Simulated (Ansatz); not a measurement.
# BN: what the fields show

Input file:

```
crystal:
  lattice:
    - [2.5545800962, 0.0, 0.0]
    - [-1.2772900481, 2.2123312593, 0.0]
    - [0.0, 0.0, 4.2245145363]
  atoms:
    - { symbol: B, position: [0.6666666667, 0.3333333333, 0.9998058548] }
    - { symbol: B, position: [0.3333333333, 0.6666666667, 0.4998058548] }
    - { symbol: "N", position: [0.6666666667, 0.3333333333, 0.6251941452] }
    - { symbol: "N", position: [0.3333333333, 0.6666666667, 0.1251941452] }
basis:
  ecutwfc: 420
kpoints:
  mp_grid: { grid: [12, 12, 6] }
  band_path:
    path:
      - [[0.0, 0.0, 0.0], [0.5, 0.0, 0.0], [0.33333333, 0.33333333, 0.0], [0.0, 0.0, 0.0], [0.0, 0.0, 0.5], [0.5, 0.0, 0.5], [0.33333333, 0.33333333, 0.5], [0.0, 0.0, 0.5]]
      - [[0.5, 0.0, 0.5], [0.5, 0.0, 0.0]]
      - [[0.33333333, 0.33333333, 0.5], [0.33333333, 0.33333333, 0.0]]
    npoints: 14
hamiltonian:
  xc: pbe
scf:
  occupations: { method: gaussian, width: 0.02 }
  n_extra_bands: 10
output:
  forces: true
  stress: true
  eigenvalues: true
  populations: true
  dos: { projected: true, de: 0.02, nscf_kmesh: { grid: [18, 18, 9] } }
  bader: true
  write_density: true
  write_potential: true
  elf: true
  volumetric_format: npy
```

Run with:

```sh
ansatz run input.yaml --threads 1 --pin off --max-ram 2560MiB --backend cpu --events-out ev --progress --plain --runs-dir out
```

Below, planes, directions and counts refer to the conventional cell (a = 2.55 Å, b = 2.55 Å, c = 4.22 Å, α = 90.00°, β = 90.00°, γ = 120.00°).

Space group P6₃mc; a structure from a database of computed crystals, not necessarily the ambient phase.

Method: DFT PBE, scalar-relativistic, plane waves, PAW in Ansatz.

The density is the valence pseudo-density of a PAW calculation; it isn't the true density close to the nuclei.

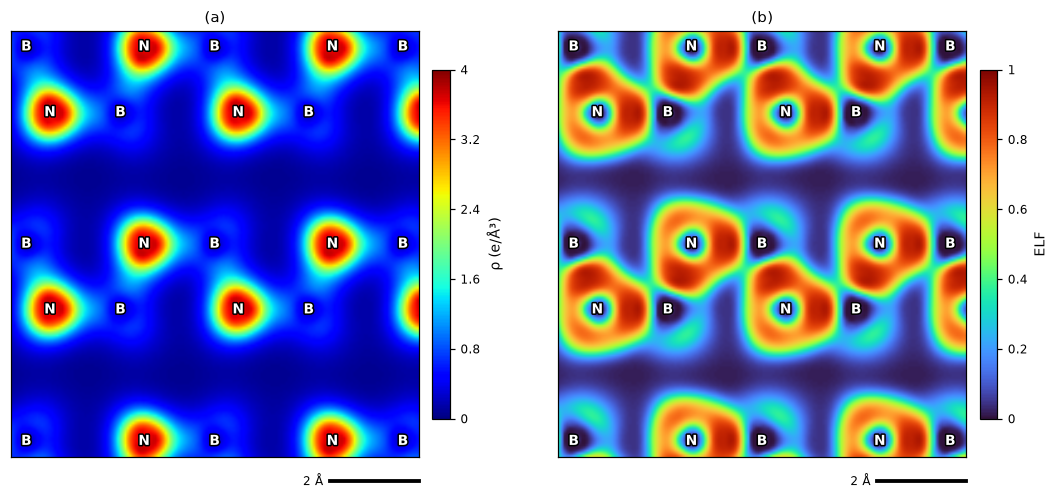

Figure 1. (a) valence pseudo-density; (b) ELF on the (110) plane of the conventional cell.

Q: Interpret the plot.

A: The section cuts through B and N sites.
B–N (1.57 Å): ρ is about 1.4 e/Å³ halfway; the ELF peaks at about 0.95 between the atoms; a polar covalent bond.
Between the atoms the lowest density in this plane is 0.06 e/Å³.

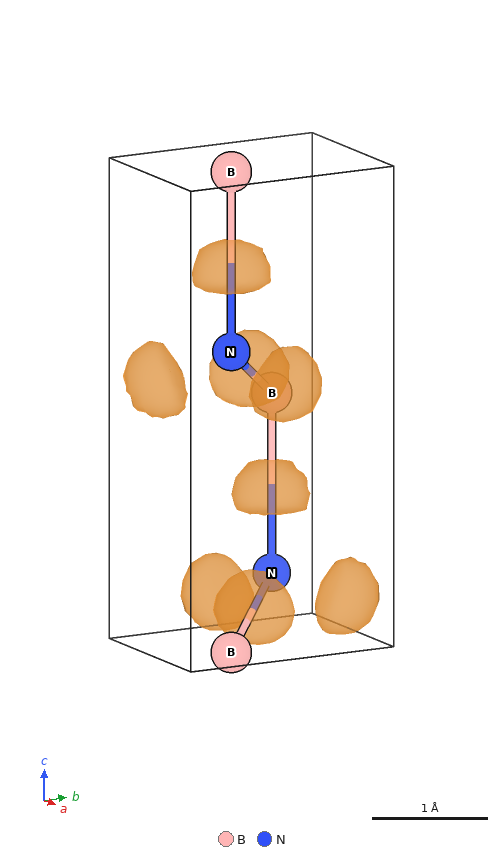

Figure 2. Isosurface of the ELF at 0.85 (orange), seen slightly off an axis. Core shells and regions of very low density are left out. Sticks mark near contacts.

Q: Describe the localisation domains.

A: The surface consists of eight regions between bonded B–N atoms (shared pairs), counted in one cell of 4 atoms. Regions shared between cells count once.

Q: Does the calculation give a band gap?

A: It is gapped, with a Kohn–Sham gap of 5.2 eV on the k-point mesh (the band edges may lie off the mesh, which would make the gap smaller).

Q: How much charge does the calculation move between the atoms?

A: Electrons move from B towards N. Bader charges: B +2.16 and N −2.16 e.
